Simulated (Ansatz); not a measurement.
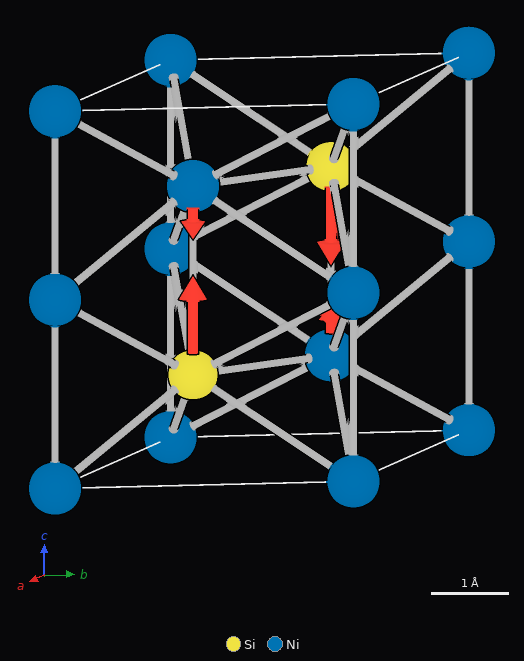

One vibrational mode of a crystal of SiNi2 at the zone centre. Displacements are drawn as red arrows; their common scale and sign are arbitrary. Style: ball-and-stick. Shown: the cell of the calculation, slightly off an axis.

Level of theory: DFT PBE, scalar-relativistic, plane waves, PAW (Ansatz 0.2.0).

Input file:
```yaml
crystal:
  lattice:
    - [3.9139192283, 0.0, 0.0]
    - [-1.9569596142, 3.38955348, 0.0]
    - [0.0, 0.0, 4.9941756778]
  atoms:
    - { symbol: Si, position: [0.3333333333, 0.6666666667, 0.75] }
    - { symbol: Si, position: [0.6666666667, 0.3333333333, 0.25] }
    - { symbol: Ni, position: [0.0, 0.0, 0.0] }
    - { symbol: Ni, position: [0.0, 0.0, 0.5] }
    - { symbol: Ni, position: [0.3333333333, 0.6666666667, 0.25] }
    - { symbol: Ni, position: [0.6666666667, 0.3333333333, 0.75] }
basis:
  ecutwfc: 420
kpoints:
  mp_grid: { grid: [12, 12, 8] }
hamiltonian:
  xc: pbe
scf:
  occupations: { method: fermi_dirac, width: 0.15 }
output:
  eigenvalues: true
phonons:
  method: dfpt
  eigenvectors: true
```

Launched with:
```bash
ansatz run input.yaml --threads 1 --pin off --max-ram 2560MiB --backend cpu --events-out ev --progress --plain --runs-dir out
```

The frequencies depend somewhat on the k-mesh and the smearing.

Give the symmetry, activity and frequency of this mode.

This is the B₁g mode at 31.5 meV, optical level 7 of 10, counted from below, silent by symmetry (neither infrared- nor Raman-active). The Ni (2a) atoms stay at rest; all motion is along c; atoms of one kind move against one another, with no net shift of any sublattice; the kinetic energy is shared as Si 73 %, Ni 27 %.

Limits of the set-up: an element that often carries a moment was run without spin polarisation.
